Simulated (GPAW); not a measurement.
The GPAW input:

run.py:
```python
import numpy as np
from ase.dft.bandgap import bandgap
from ase.io import read, write
from gpaw import GPAW, PW
from gpaw.spinorbit import soc_eigenstates

atoms = read('GaP.xyz')

calc = GPAW(mode=PW(600),
            xc={'name': 'optPBE-vdW', 'backend': 'libvdwxc'},
            kpts={'size': (8, 8, 8), 'gamma': True},
            occupations={'name': 'fermi-dirac', 'width': 0.05},
            nbands=11,
            convergence={'density': 1e-05, 'energy': 1e-05},
            maxiter=150,
            txt='gpaw.txt')
atoms.calc = calc
energy = atoms.get_potential_energy()
forces = atoms.get_forces()
calc.write('gs.gpw')
write('result.traj', atoms)
print(f'Energy: {energy:.6f} eV')
print('Forces (eV/A):')
print(forces.round(4))
print('Fermi level:', round(calc.get_fermi_level(), 4), 'eV')
print(f'Gap: {bandgap(calc)[0]:.4f} eV, direct: {bandgap(calc, direct=True)[0]:.4f} eV')

path = atoms.cell.bandpath('GXWKGLUWLK,UX', npoints=60, eps=1e-4)
bs_calc = calc.fixed_density(kpts=path, symmetry='off', nbands=21,
                             convergence={'bands': 'CBM+6.0', 'eigenstates': 1e-6}, txt='bands.txt')
bs = bs_calc.band_structure()
bs.write('bs.json')
print(f'Gap on the path: {bandgap(bs_calc)[0]:.4f} eV')

soc = soc_eigenstates(bs_calc, theta=90, phi=0)
np.savetxt('soc_bands.dat', soc.eigenvalues(), fmt='%.4f')
mesh = soc_eigenstates('gs.gpw', theta=90, phi=0)
np.savetxt('soc_mesh.dat', mesh.eigenvalues(), fmt='%.4f')
print('Fermi level with spin-orbit coupling:', round(mesh.fermi_level, 4), 'eV')
```

GaP.xyz:
```
2
Lattice="0.0000000000 2.7252500000 2.7252500000 2.7252500000 0.0000000000 2.7252500000 2.7252500000 2.7252500000 0.0000000000" Properties=species:S:1:pos:R:3 pbc="T T T"
Ga     0.0000000000      0.0000000000      0.0000000000
P      4.0878750000      4.0878750000      4.0878750000
```

System: zincblende GaP, space group F-43m, 2 atoms in the primitive cell.

Method: optPBE-vdW, GPAW PAW data sets (gpaw-data 1.2.1), spin-orbit coupling, no magnetisation, 8×8×8 k mesh, 600 eV cutoff (GPAW 26.7.0).

What will the band structure look like? The path is Γ–X–W–K–Γ–L–U–W–L–K|U–X.

The bands leave a gap. The gap along this path is 1.65 eV and indirect, from the valence-band top at Γ to the conduction-band bottom between Γ and X; the smallest direct gap is 1.90 eV, at Γ. At X the lowest conduction band lies only 0.06 eV higher. The valence-band top at Γ is fourfold; a twofold level follows 0.09 eV lower. The top valence band spans 3.4 eV and the lowest conduction band 3.1 eV. The direct gaps are 2.83 eV at L, 1.90 eV at Γ and 4.49 eV at U.

Spin-orbit coupling was added after a scalar SCF, so levels and gaps hold it while energy, forces, pressure and moments don't. This program's spin-orbit splittings come out too wide for heavy elements. The PAW data sets were made with another functional. Measured GaP has its conduction bottom near X; the order of its valleys hangs on the functional and the volume. LDA, GGA and most meta-GGA functionals understate gaps. The potentials hold the d shell of Ga in the core, which widens gaps.

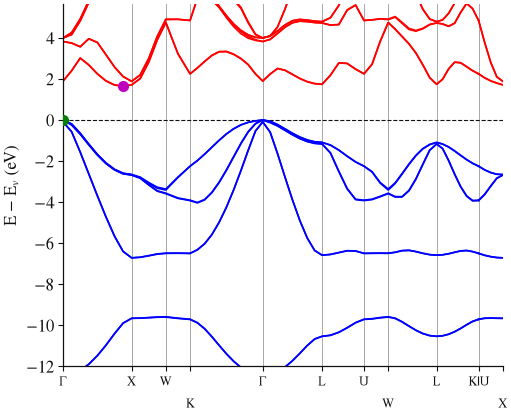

Band structure. Energies are counted from the top of the valence band. The path has few k points, so lines between them are rough.
